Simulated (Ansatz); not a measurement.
## Cu: single-point calculation

Cu (2 atoms in the cell), computed with DFT r2SCAN, scalar-relativistic, plane waves, PAW, no spin polarisation (Ansatz 0.2.0).

The structure derives from a Materials Project entry. It belongs to a series of runs on one base structure; here: ratio of the length along z to the lengths across it x 0.85, volume and fractional coordinates fixed.

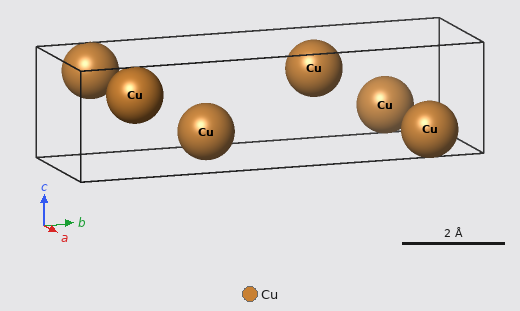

Figure 1. The structure as given in the input (ball-and-stick view of the cell 2 times as large as that of the calculation, set on its symmetry axes, seen slightly off an axis). An atom can appear more than once, as a periodic image. Near neighbours in the periodic cell (some may lie outside the picture): Cu has 2 Cu at 2.22 Å.

Key numbers

- outcome: converged
- space group (tolerance 0.01 Å): Cmcm (63)
- electrons treated: 38
- free energy: −13261.8339 eV
- Fermi energy: 16.295 eV
- gap on the k-point mesh: none (metallic)
- pressure: 7.03 GPa
- largest force (length of the vector): 0.061 eV/Å
- hardware: 1 thread of Arm Neoverse V1, 24 GiB of memory available, shared host
- wall time: 2.8 min
- peak memory: 1.1 GiB

Input
```yaml
crystal:
  lattice:
    - [1.2862921421, -4.1977318085, 0.0]
    - [1.2862921421, 4.1977318085, 0.0]
    - [0.0, 0.0, 2.2213044968]
  atoms:
    - { symbol: Cu, position: [0.13386665, 0.86613335, 0.25] }
    - { symbol: Cu, position: [0.86613335, 0.13386665, 0.75] }
basis:
  ecutwfc: 500
kpoints:
  mp_grid: { grid: [22, 22, 22] }
hamiltonian:
  xc: r2scan
scf:
  occupations: { method: gaussian, width: 0.15 }
output:
  forces: true
  stress: true
  eigenvalues: true
  write_density: true
  write_potential: true
  elf: true
  volumetric_format: npy
```

Launch command:
```bash
ansatz run input.yaml --threads 1 --pin off --max-ram 2560MiB --backend cpu --events-out ev --progress --plain --runs-dir out
```

Log
```
Engine: ansatz 0.2.0, aarch64-unknown-linux-gnu
Pseudopotentials: kind: paw
Pseudopotential: Cu, paw, valence charge 19, recommended cutoff 500 eV (meta_gga), Cu.paw.azcp
Functional definition: r2SCAN
  parameter k0 = 0.174
  parameter k1 = 0.065
  parameter a1 = 4.9479
  exchange = r2scan_x(k0 = k0, k1 = k1, a1 = a1)
  correlation = r2scan_c
Crystal: 2 atoms, lattice volume = 23.988 Å³
Basis set: ecut = 500 eV, 603 PW (Γ), exchange–correlation on 144×144×72 points (64 copies of the dense FFT grid, shifted against one another)
Bands: 23, of which v1, the nominal top of the filled ones, is band 19 counted from 1 (18 counted from 0)
Symmetry: 8 space group operations
Space group: Cmcm (ITA 63), of the structure as read, at distance tolerance 2.9e-5 Å
k-points: 1596 of 10648
Non-local potential: Cu, projectors of the file, l = 0: 3, l = 1: 2, l = 2: 3, l = 3: 1
PAW form: soft (Blöchl's): semilocal exchange-correlation on the pseudo side does not see the compensation charge
PAW frozen core: Cu, regenerated for the run's functional (the file was generated under x = pbe(κ = 0.804, μ = 0.2195149727645171), c = pbe(β = 0.06672455060314922))
PAW one-centre angular grid: Cu, 590 points (default); XC on 160 Gauss nodes
Initial density: superposition of atomic densities (neutral atoms: chi_scale 0, normalization atom), corrected by the library's trained network
Initial wavefunctions: pseudopotential atomic-orbital guess
Functional: x = r2scan, c = r2scan; τ floored in thin density (d = 2e-4 eV/Å³)
SCF iter   1: F=—  HF=-13261.868973 eV  |F-HF|=—  |Δ(HF+E_count)|=         —  Δρ=3.97e-2  dr2=2.10e-1  dr2_τ=1.92e-3  ethr=1.77e-3  ⟨swp⟩=4.8  Hψ=134156  notcnv=0
preconditioner: auto → none  [metal: Δε(μ)=0.003 eV  Ē_g=11.141 eV  σ=0.150 eV  W_gap=0.01  n_scr=8 (ndim 8)  ℏωp=35.6 eV  f_vac=0.000  D(μ)=0.51/eV (n_scr^D=2)  sad-step TF]
SCF iter   2: F=—  HF=-13261.848277 eV  |F-HF|=—  |Δ(HF+E_count)|=   2.07e-2  Δρ=1.07e-2  dr2=9.80e-3  dr2_τ=2.40e-3  ethr=5.53e-4  ⟨swp⟩=2.0  Hψ=72026  notcnv=0  defer=304
SCF iter   3: F=—  HF=-13261.835614 eV  |F-HF|=—  |Δ(HF+E_count)|=   1.27e-2  Δρ=6.31e-3  dr2=6.58e-3  dr2_τ=5.39e-5  ethr=2.58e-5  ⟨swp⟩=2.0  Hψ=72779  notcnv=0  defer=304
SCF iter   4: F=—  HF=-13261.833901 eV  |F-HF|=—  |Δ(HF+E_count)|=   1.71e-3  Δρ=9.04e-4  dr2=3.33e-4  dr2_τ=1.33e-5  ethr=1.73e-5  ⟨swp⟩=1.9  Hψ=48813  notcnv=0  defer=304
SCF iter   5: F=—  HF=-13261.833861 eV  |F-HF|=—  |Δ(HF+E_count)|=   3.98e-5  Δρ=9.46e-4  dr2=9.10e-5  dr2_τ=6.45e-7  ethr=8.76e-7  ⟨swp⟩=2.0  Hψ=53632  notcnv=0  defer=304
SCF iter   6: F=—  HF=-13261.833927 eV  |F-HF|=—  |Δ(HF+E_count)|=   6.57e-5  Δρ=1.00e-4  dr2=1.22e-6  dr2_τ=5.82e-8  ethr=2.39e-7  ⟨swp⟩=2.0  Hψ=53404  notcnv=0  defer=304
SCF iter   7: F=-13261.833930 eV  HF=-13261.833930 eV  |F-HF|=1.62e-7  |Δ(HF+E_count)|=   2.81e-6  Δρ=2.47e-5  dr2=9.09e-8  dr2_τ=2.20e-9  ethr=2.63e-10  ⟨swp⟩=7.0  Hψ=262075  notcnv=0
SCF 1 converged in 7 iterations: F = -13261.833930 eV  dr2 = 9.09e-8
  greatest PAW one-centre occupation: 1.000 electrons in one spin orbital (limit 2), on the Cu atom at site 1 (counted from 0), in its partial waves of l = 0
```

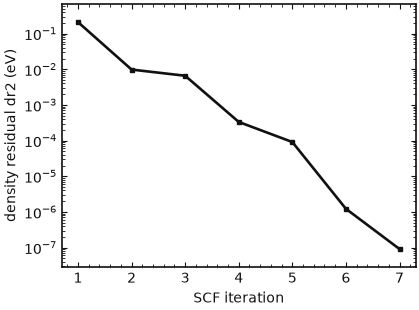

Figure 2. Convergence of the self-consistent field: density residual dr2 against the SCF iteration. The residual falls at every step.

```
SCF converged after 7 iterations
Free energy (F): -13261.833930 eV
Harris-Foulkes:  -13261.833930 eV  (|F-HF|=1.62e-7)
Internal energy: -13261.827773 eV  (E = F + TS)
E sigma→0 (E₀):  -13261.830851 eV
Entropy (-TS):   -0.006157 eV (-3.079 meV/atom)
Fermi energy:    16.294737 eV
--- Per-component energies (eV) ---
  E_band       = -786.437389
  E_kinetic    = 601.024561
  E_local      = -8369.545624  (includes V_loc(G=0)·N_el)
  E_nonlocal   = 793.208460
  E_hartree    = 3703.055136
  E_xc         = -167.557871
  E_vxc        = -249.317078  (∫ρ·V_xc dr)
  E_paw        = -3358.246112  (= ΣΔE_a)
  E_vpaw       = -985.895615  (= ΣTr[D̂ρ^β])
  E_aug_tail   = 0.000294  (compensation charges beyond the density's cutoff)
  E_vtau       = 17.994740  (kinetic-family band-sum trace: ∫τ·v_τ [+ j·A + Jᵃ·Aᵃ] dr)
  E_ewald      = -6463.164401
  E_core_change = -0.602216  (= ΣΔE_core)
  E_smearing   = -0.006157  (= −TS)
  E_closure    = 0.000000  (closes the sum)
  Σ components = -13261.833930   (vs F -13261.833930, Δ=0.00e0)
--- Forces (eV/Å), atoms counted from 1 ---
  atom   1  Cu    -0.00000000    -0.06121771    -0.00000000
  atom   2  Cu     0.00000000     0.06121771     0.00000000
  max |Σ_I F_I| component: 0.00e0 eV/Å
--- Stress (GPa, compression-positive) ---
      -12.062235      -0.000000       0.000000
       -0.000000      -4.814525       0.000000
        0.000000       0.000000      37.965796
  P = ⅓ Tr σ = 7.0297 GPa (70.297 kbar)
--- Band table (eV; the first three rows and the last of 1596) ---
  k-point 0: bands = ["-100.2433", "-100.2292", "-56.1005", "-56.0101", "-55.9896", "-55.9893", "-55.9760", "-55.9633", "6.6494", "10.7641", "11.8973", "12.0819", "12.8638", "13.5772", "13.7959", "13.9614", "14.4931", "14.5880", "14.7762", "15.3513", "20.1260", "32.3160", "33.2819"]
  k-point 1: bands = ["-100.2426", "-100.2287", "-56.0994", "-56.0154", "-55.9951", "-55.9893", "-55.9754", "-55.9629", "6.7209", "10.8194", "11.9135", "12.1163", "12.8695", "13.5785", "13.7637", "13.9545", "14.4422", "14.4738", "14.5620", "15.7533", "20.1482", "32.4082", "33.3677"]
  k-point 2: bands = ["-100.2405", "-100.2270", "-56.0961", "-56.0310", "-56.0114", "-55.9894", "-55.9738", "-55.9616", "6.9338", "10.9805", "11.9609", "12.2143", "12.8846", "13.5804", "13.6706", "13.9293", "13.9959", "14.4233", "14.4893", "16.4098", "20.2163", "32.6813", "33.6222"]
  k-point 1595: bands = ["-100.2048", "-100.2048", "-56.2714", "-56.2714", "-56.0136", "-56.0136", "-55.9449", "-55.9449", "11.0942", "11.0942", "12.8893", "12.8893", "13.1147", "13.1147", "14.0817", "14.0817", "14.7784", "14.7784", "16.2981", "16.2981", "21.7469", "21.7469", "34.1491"]
```

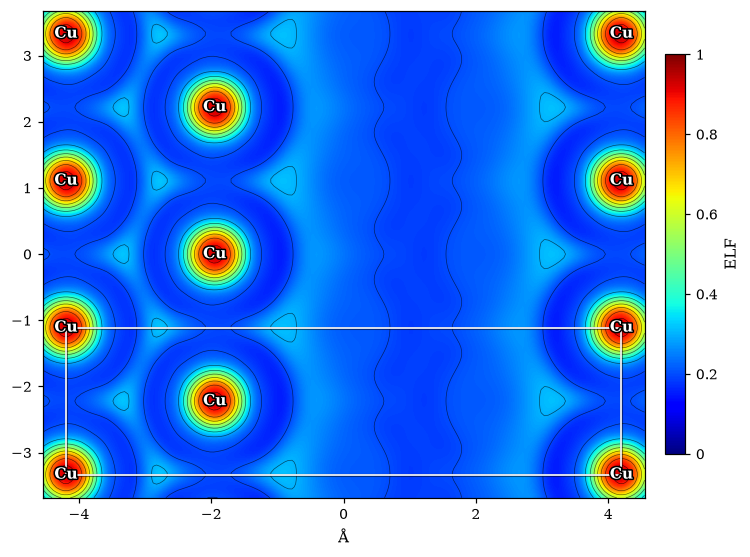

Figure 3. ELF on the (100) plane of the conventional cell. The section cuts through Cu sites. Cu–Cu (2.22 Å): the ELF is about 0.20 at the midpoint; no shared electron pair. The strong features right at Cu lie inside the PAW spheres (semicore, d or f shells) and say nothing about bonding. The fields are those of the smooth PAW valence density.

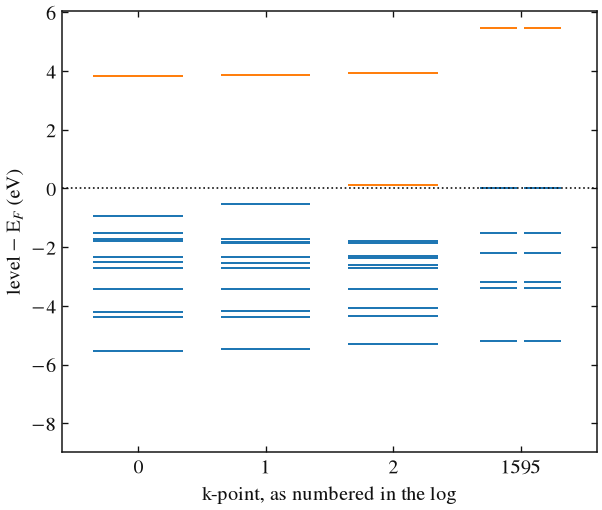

Figure 4. Kohn–Sham levels near the Fermi level (dotted) at the few k-points that the log prints; levels within 0.02 eV of each other stand side by side. The system is metallic on the full mesh.
